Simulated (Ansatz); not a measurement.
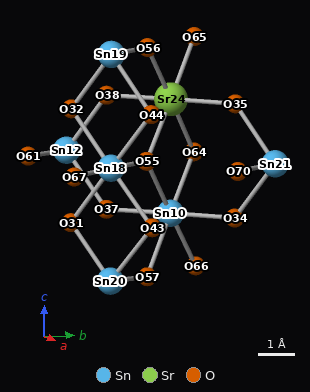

Starting structure of a defect cell of composition Sn23SrO48 (cell charge +1). Style: ball-and-stick. Shown: the atoms within 4.2 Å of the atom that moves most (axes of the cell of the calculation (origin shifted)), slightly off an axis.

Computed with Ansatz, DFT, PBEsol, PAW, plane waves.

Set-up: plane-wave cutoff 420 eV; k-point mesh 1 × 1 × 1; mesh shifted by (0.25, 0.25, 0.25); collinear spin; atoms relaxed in a fixed cell; force threshold 0.03 eV/Å; at most 80 steps.

```
CELL_PARAMETERS angstrom
9.53809 0.00000 0.00000
0.00000 9.53809 0.00000
0.00000 0.00000 9.63630
ATOMIC_POSITIONS crystal
Sn 0.00164 0.00044 0.99937
Sn 0.99925 0.99695 0.32960
Sn 0.99982 0.00107 0.66782
Sn 0.99838 0.50206 0.99723
Sn 0.00531 0.49920 0.33586
Sn 0.00157 0.50037 0.66732
Sn 0.50266 0.00335 0.00282
Sn 0.50192 0.00323 0.33435
Sn 0.49897 0.99845 0.66357
Sn 0.49522 0.50006 0.00023
Sn 0.49987 0.49943 0.66622
Sn 0.25080 0.25038 0.16421
Sn 0.24829 0.25172 0.49793
Sn 0.24973 0.25189 0.83150
Sn 0.24948 0.74607 0.16557
Sn 0.24979 0.74984 0.50023
Sn 0.25343 0.74934 0.83438
Sn 0.75152 0.25072 0.16886
Sn 0.75210 0.25160 0.50126
Sn 0.74608 0.25048 0.83836
Sn 0.74800 0.74968 0.16608
Sn 0.75142 0.75042 0.49919
Sn 0.75043 0.74738 0.83795
Sr 0.50071 0.50013 0.33408
O 0.15561 0.15422 0.99735
O 0.15496 0.15419 0.33353
O 0.14945 0.15159 0.66554
O 0.15389 0.65435 0.99804
O 0.15298 0.65303 0.33315
O 0.15332 0.65347 0.66754
O 0.65597 0.15456 0.00180
O 0.65307 0.15690 0.33384
O 0.65491 0.15391 0.66863
O 0.65443 0.65212 0.99979
O 0.65153 0.65501 0.33292
O 0.65033 0.65427 0.66276
O 0.34707 0.34533 0.99974
O 0.34323 0.34684 0.33245
O 0.34824 0.35013 0.66758
O 0.34763 0.84561 0.99832
O 0.34535 0.84867 0.33543
O 0.34595 0.84698 0.66702
O 0.84625 0.35020 0.00250
O 0.84784 0.34685 0.33332
O 0.84689 0.34857 0.66446
O 0.85007 0.84548 0.00092
O 0.84309 0.84515 0.33318
O 0.84507 0.84818 0.66713
O 0.09826 0.40502 0.16309
O 0.09553 0.40444 0.50057
O 0.09692 0.40554 0.83479
O 0.09728 0.90337 0.16696
O 0.09670 0.90401 0.50065
O 0.09396 0.89819 0.83235
O 0.59475 0.40109 0.16626
O 0.60010 0.40233 0.49933
O 0.59627 0.40240 0.82927
O 0.59590 0.90771 0.16711
O 0.59363 0.90378 0.49964
O 0.59558 0.90553 0.83350
O 0.40471 0.09237 0.16949
O 0.40103 0.09761 0.50334
O 0.40055 0.09689 0.83059
O 0.39990 0.59633 0.16580
O 0.40216 0.59716 0.50287
O 0.40446 0.60090 0.83315
O 0.90171 0.09838 0.16502
O 0.90041 0.09744 0.49874
O 0.90649 0.09741 0.83233
O 0.90240 0.59527 0.16580
O 0.89750 0.59576 0.50002
O 0.89760 0.59851 0.83298
```

Question: Where does the relaxation end?

Answer: The largest moves, 0.27 Å, are those of O55 and O56. O55 goes roughly along [1 −2 −3]. By element the largest moves are O 0.27 Å, Sn 0.09 Å, Sr 0.01 Å. The cell doesn't change. Near-neighbour distances that change, for instance: Sr24–O56 2.075 → 2.336 Å, Sr24–O55 2.077 → 2.336 Å, Sr24–O65 2.094 → 2.338 Å, Sr24–O64 2.097 → 2.338 Å. Bond angles that change, for instance: O55–Sn10–O64 78.9° → 90.9°, Sn10–O55–Sn18 130.6° → 141.9°, O64–Sn10–O66 102.2° → 94.5°. After 4 geometry steps the energy has fallen by 2.851 eV per cell of the calculation. The largest force component goes from 3 to 0.027 eV/Å.

History of the run:

```tsv
step	E − E(0), meV/atom	largest force component, eV/Å
0	0.00	2.9542
1	-32.70	1.0388
2	-39.06	0.2630
3	-39.41	0.1259
4	-39.60	0.0267
```

The end point in the same view:

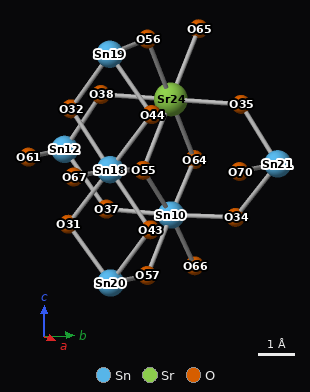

Limits of the set-up: the cell is charged, on a uniform background, and energies carry no finite-size correction.
